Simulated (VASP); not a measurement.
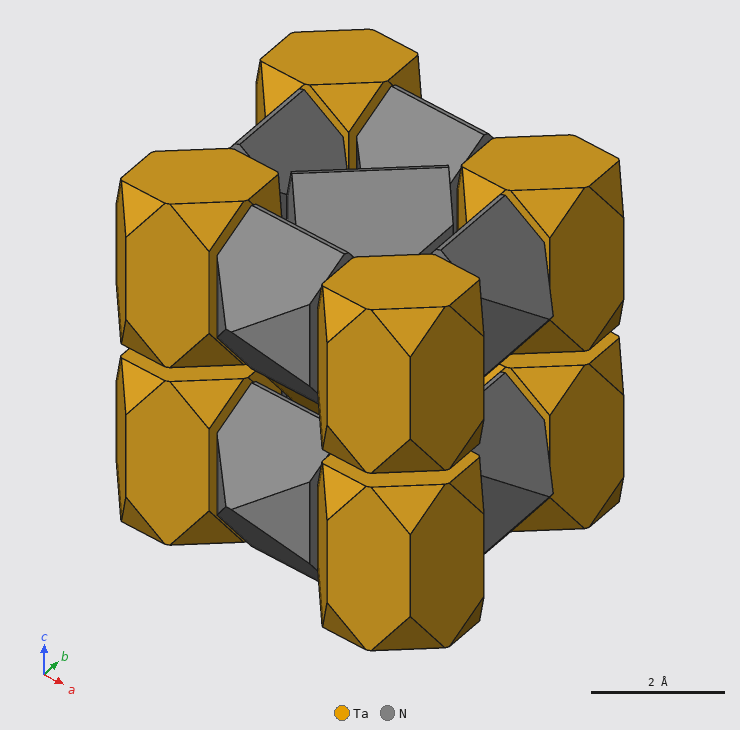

Computed Voronoi cells of the atoms in the unit cell of TaN (space group P6/mmm (No. 191), a = 5.191 Å, b = 5.191 Å, c = 2.908 Å, α = 90.00°, β = 90.00°, γ = 120.00°), coloured by the element inside, shrunk a little to part them. Origin: an entry of the Crystallography Open Database, as set up for an electronic-structure calculation.

| site | Wyckoff | x | y | z |
| --- | --- | --- | --- | --- |
| Ta1 | 2d | 0.6667 | 0.3333 | 0.5000 |
| Ta2 | 1a | 0.0000 | 0.0000 | 0.0000 |
| N | 3f | 0.0000 | 0.5000 | 0.0000 |

Question: Rank the elements by the mean volume of their Voronoi cells.

Answer: Ta: 12.1 Å³ per atom, 54 % of the volume; N: 10.5 Å³ per atom, 46 % of the volume. The partition uses no radii, so it reflects positions alone and not ionic sizes.
